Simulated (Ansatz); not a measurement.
## Single-point calculation of MoSi$_{2}$

MoSi$_{2}$ (I4/mmm, 3 atoms in the cell), computed with DFT PBEsol, scalar-relativistic, plane waves, PAW, no spin polarisation (Ansatz 0.2.0).

The structure derives from an entry of the Crystallography Open Database. Figures and captions count atoms from 1; the log counts them from 0 in places.

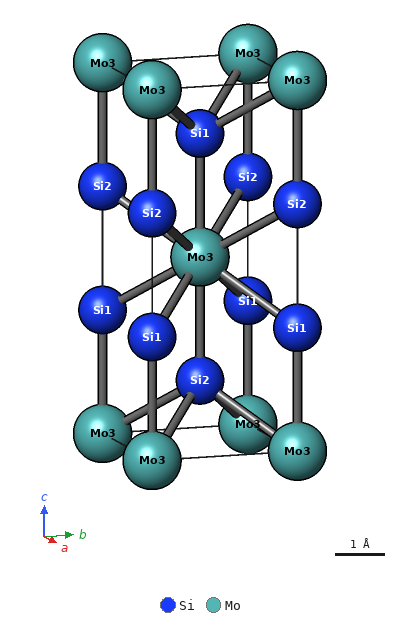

Fig. 1: The structure (ball-and-stick view of the cell 2 times as large as that of the calculation, set on its symmetry axes, seen slightly off an axis; atoms are numbered from 1 in the order of the input). An atom can appear more than once, as a periodic image.

**Summary**

| quantity | value |
| --- | --- |
| outcome | converged |
| space group (tolerance 0.01 Å) | I4/mmm (139) |
| electrons treated | 22 |
| free energy | −6142.2592 eV |
| Fermi energy | 15.804 eV |
| gap on the k-point mesh | none (metallic) |
| pressure | −2.75 GPa |
| largest force (length of the vector) | 0.367 eV/Å |
| hardware | 1 thread of Arm Neoverse V1, 24 GiB of memory available, shared host |
| wall time | 2.3 s |
| peak memory | 0.31 GiB |

**The input**
```yaml
crystal:
  lattice:
    - [-1.6, 1.6, 3.9305]
    - [1.6, -1.6, 3.9305]
    - [1.6, 1.6, -3.9305]
  atoms:
    - { symbol: Si, position: [0.333, 0.333, 0.0] }
    - { symbol: Si, position: [0.667, 0.667, 0.0] }
    - { symbol: Mo, position: [0.0, 0.0, 0.0] }
basis:
  ecutwfc: 420
kpoints:
  mp_grid: { grid: [8, 8, 8] }
hamiltonian:
  xc: pbesol
scf:
  occupations: { method: gaussian, width: 0.1 }
output:
  forces: true
  stress: true
  eigenvalues: true
```

Launched with:
```bash
ansatz run input.yaml --threads 1 --pin off --max-ram 2560MiB --backend cpu --events-out ev --progress --plain --runs-dir out
```

**The program's output**
```
basis.fft_grid_basis auto: the FFT boxes are laid along the combinations [[1, 0, 1], [0, 1, 1], [0, 0, 1]] of the cell's own vectors, 3.200, 3.200 and 4.535 Å long. The dense box has 24×24×32 points. Along the cell's own vectors, as sized, it would have 32×32×32, 1.78 times as many. Of the 16 symmetry operations that the crystal satisfies within crystal.symmetry.tolerance (time reversal apart; of a slab, those that keep its plane) the dense box along the cell's own vectors carries 16, and the one as laid loses 12 of those. basis.fft_grid_basis: typed keeps the cell's own vectors: state it where this run's energies or levels are differenced outside the engine with another run's, or held beside a run that keeps those vectors.
Engine: ansatz 0.2.0, aarch64-unknown-linux-gnu
Pseudopotentials: kind: paw
Pseudopotential: Si, paw, valence charge 4, recommended cutoff 420 eV (normal), Si.paw.azcp
Pseudopotential: Mo, paw, valence charge 14, recommended cutoff 420 eV (normal), Mo.paw.azcp
Functional definition: PBEsol
  exchange = pbesol_x
  correlation = pbesol_c
Crystal: 3 atoms, lattice volume = 40.248 Å³
Basis set: ecut = 420 eV, 769 PW (Γ), FFT grids on a1+a3, a2+a3, a3, exchange–correlation on 48×48×64 points (8 copies of the dense FFT grid, shifted against one another)
Bands: 15, of which v1, the nominal top of the filled ones, is band 11 counted from 1 (10 counted from 0)
Symmetry: 16 space group operations
Space group: I4/mmm (ITA 139), of the structure as read, at distance tolerance 3.4e-5 Å
k-points: 59 of 512
Non-local potential: Si, projectors of the file, l = 0: 2, l = 1: 2, l = 2: 2
Non-local potential: Mo, projectors of the file, l = 0: 3, l = 1: 2, l = 2: 2, l = 3: 1
PAW form: soft (Blöchl's): semilocal exchange-correlation on the pseudo side does not see the compensation charge
PAW frozen core: Si, regenerated for the run's functional, and the local potential with it (the file was generated under x = pbe(κ = 0.804, μ = 0.2195149727645171), c = pbe(β = 0.06672455060314922))
PAW frozen core: Mo, regenerated for the run's functional, and the local potential with it (the file was generated under x = pbe(κ = 0.804, μ = 0.2195149727645171), c = pbe(β = 0.06672455060314922))
PAW one-centre angular grid: Si, 110 points (default); XC on 64 Gauss nodes
PAW one-centre angular grid: Mo, 590 points (default); XC on 64 Gauss nodes
Initial density: superposition of atomic densities (neutral atoms: chi_scale 0, normalization atom), corrected by the library's trained network
Initial wavefunctions: pseudopotential atomic-orbital guess
Functional: x = pbesol(κ = 0.804, μ = 0.12345679012345678), c = pbesol(β = 0.046)
SCF iter   1: F=—  HF=-6142.260706 eV  |F-HF|=—  |Δ(HF+E_count)|=         —  Δρ=4.93e-3  dr2=6.76e-3  ethr=1.77e-3  ⟨swp⟩=5.0  Hψ=4958  notcnv=0
preconditioner: auto → none  [insulator: Δε(μ)=0.159 eV  Ē_g=7.727 eV  σ=0.100 eV  W_gap=0.63  n_scr=10 (ndim 8)  ℏωp=21.9 eV  f_vac=0.000  D(μ)=0.24/eV (n_scr^D=0)  ε∞_Penn≈9.0]
SCF iter   2: F=—  HF=-6142.259141 eV  |F-HF|=—  |Δ(HF+E_count)|=   1.56e-3  Δρ=1.95e-3  dr2=4.53e-4  ethr=3.07e-5  ⟨swp⟩=2.3  Hψ=1957  notcnv=0
SCF iter   3: F=—  HF=-6142.259150 eV  |F-HF|=—  |Δ(HF+E_count)|=   8.22e-6  Δρ=6.55e-4  dr2=4.43e-5  ethr=2.06e-6  ⟨swp⟩=2.0  Hψ=1191  notcnv=0
SCF iter   4: F=—  HF=-6142.259158 eV  |F-HF|=—  |Δ(HF+E_count)|=   8.86e-6  Δρ=9.96e-5  dr2=1.20e-6  ethr=2.01e-7  ⟨swp⟩=2.0  Hψ=1251  notcnv=0
iter 5 did not close the SCF: its close was put off for the readings that it lacked (scf_convergence_deferred on its scf_iter line)
SCF iter   5: F=-6142.259159 eV  HF=-6142.259159 eV  |F-HF|=3.55e-9  |Δ(HF+E_count)|=   3.58e-7  Δρ=1.09e-5  dr2=2.32e-8  ethr=5.44e-9  ⟨swp⟩=2.5  Hψ=1528  notcnv=0
SCF iter   6: F=-6142.259159 eV  HF=-6142.259159 eV  |F-HF|=1.40e-10  |Δ(HF+E_count)|=   4.04e-9  Δρ=2.39e-6  dr2=6.20e-10  ethr=1.05e-10  ⟨swp⟩=2.2  Hψ=2875  notcnv=0
SCF 1 converged in 6 iterations: F = -6142.259159 eV  dr2 = 6.20e-10
  greatest PAW one-centre occupation: 0.999 electrons in one spin orbital (limit 2), on the Mo atom at site 2 (counted from 0), in its partial waves of l = 0
```

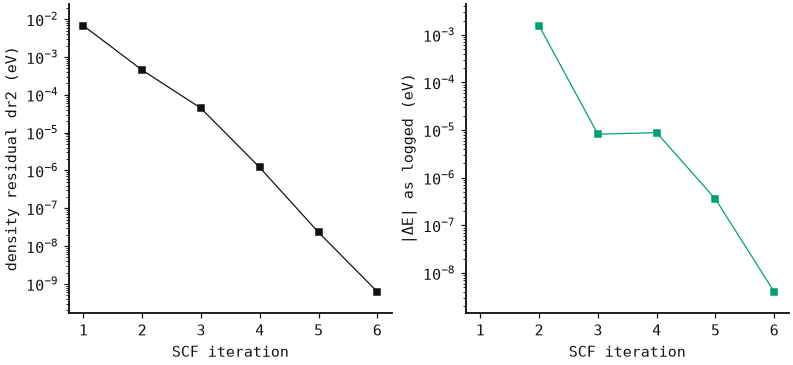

Fig. 2: Convergence of the self-consistent field: density residual dr2 and size of the energy change against the SCF iteration. The residual falls at every step.

```
SCF converged after 6 iterations
Free energy (F): -6142.259159 eV
Harris-Foulkes:  -6142.259159 eV  (|F-HF|=1.40e-10)
Internal energy: -6142.258243 eV  (E = F + TS)
E sigma→0 (E₀):  -6142.258701 eV
Entropy (-TS):   -0.000916 eV (-0.305 meV/atom)
Fermi energy:    15.804170 eV
--- Per-component energies (eV) ---
  E_band       = -48.097572
  E_kinetic    = 531.070669
  E_local      = -1149.830682  (includes V_loc(G=0)·N_el)
  E_nonlocal   = 194.668057
  E_hartree    = 427.333002
  E_xc         = -296.590235
  E_vxc        = -328.537672  (∫ρ·V_xc dr)
  E_paw        = -4141.659393  (= ΣΔE_a)
  E_vpaw       = -150.133833  (= ΣTr[D̂ρ^β])
  E_aug_tail   = 0.000037  (compensation charges beyond the density's cutoff)
  E_ewald      = -1707.522119
  E_core_change = 0.272421  (= ΣΔE_core)
  E_smearing   = -0.000916  (= −TS)
  E_closure    = 0.000000  (closes the sum)
  Σ components = -6142.259159   (vs F -6142.259159, Δ=0.00e0)
--- Forces (eV/Å), atoms counted from 1 ---
  atom   1  Si     0.00000000     0.00000000     0.36678041
  atom   2  Si    -0.00000000     0.00000000    -0.36678041
  atom   3  Mo     0.00000000    -0.00000000    -0.00000000
  max |Σ_I F_I| component: 2.22e-16 eV/Å
--- Stress (GPa, compression-positive) ---
       -2.196470       0.000000      -0.000000
        0.000000      -2.196470       0.000000
       -0.000000       0.000000      -3.860648
  P = ⅓ Tr σ = -2.7512 GPa (-27.512 kbar)
--- Band table (eV; the first three rows and the last of 59) ---
  k-point 0: bands = ["-44.7460", "-18.9444", "-18.8321", "-18.8321", "2.4354", "9.5432", "12.4340", "12.8420", "13.2336", "13.2336", "16.3164", "18.9647", "18.9728", "19.5302", "19.5302"]
  k-point 1: bands = ["-44.7406", "-18.9369", "-18.8690", "-18.8642", "2.9132", "9.9511", "11.4095", "12.1948", "12.9900", "14.2903", "14.8336", "18.1534", "19.2569", "19.5124", "19.6961"]
  k-point 2: bands = ["-44.7277", "-18.9513", "-18.9411", "-18.9194", "4.2375", "10.4266", "10.6105", "10.6675", "13.1947", "13.4751", "14.1789", "18.7203", "19.2080", "19.4858", "19.6169"]
  k-point 58: bands = ["-44.7454", "-18.9688", "-18.8337", "-18.8337", "4.2622", "5.8932", "12.3608", "13.5846", "15.3035", "15.3035", "15.3719", "15.3719", "16.4513", "20.5095", "21.0373"]
```

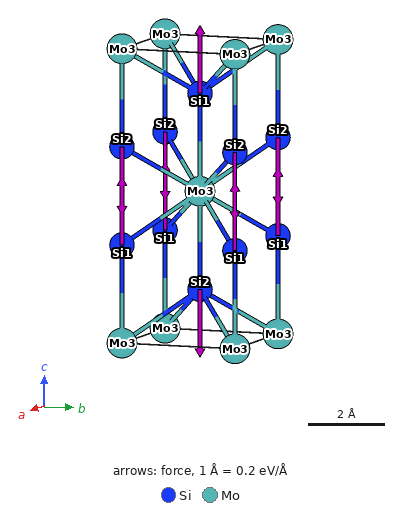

Fig. 3: Forces on the atoms as pink arrows (ball-and-stick view of the cell 2 times as large as that of the calculation, set on its symmetry axes, seen slightly off an axis; atoms are numbered from 1 in the order of the input). The largest act on Si1, Si2 (0.37 eV/Å). The geometry is not a stationary point of this energy.

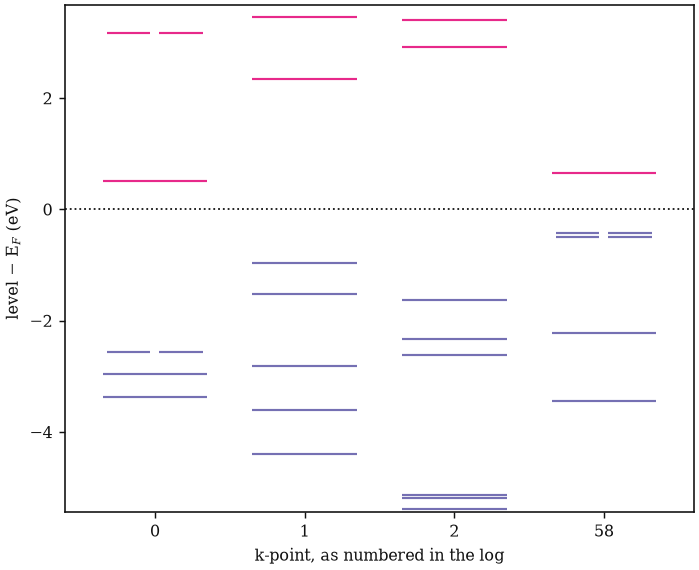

Fig. 4: Kohn–Sham levels near the Fermi level (dotted) at the few k-points that the log prints; levels within 0.02 eV of each other stand side by side. The system is metallic on the full mesh.
